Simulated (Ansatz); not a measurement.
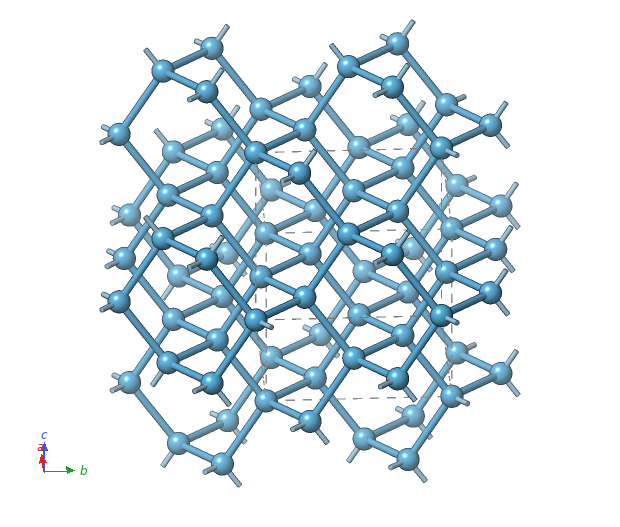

The picture shows a finite piece of the underlying net of a crystal structure, nodes on the atoms' positions. Nodes are coloured by topological kind. Short stubs are edges that leave the cut-out.

> What net is this?

A uninodal 4-connected, three-periodic net. It is the dia net, known from diamond, zinc blende and cristobalite.

> Give point symbol and coordination sequence.

6⁶, sequence 4, 12, 24, 42, 64.

Where the net comes from. CdTe (space group F-43m, No. 216). Coordinates: the end point of a relaxation with DFT PBE0, scalar-relativistic, plane waves, PAW (Ansatz); the starting structure was generated, so it need not be a known form of this composition. Bonds are taken as Cd–Te below 3.2 Å. Simplification: prune 0- and 1-connected atoms, fold 2-connected ones into links. Cd and Te are 4-connected nodes.
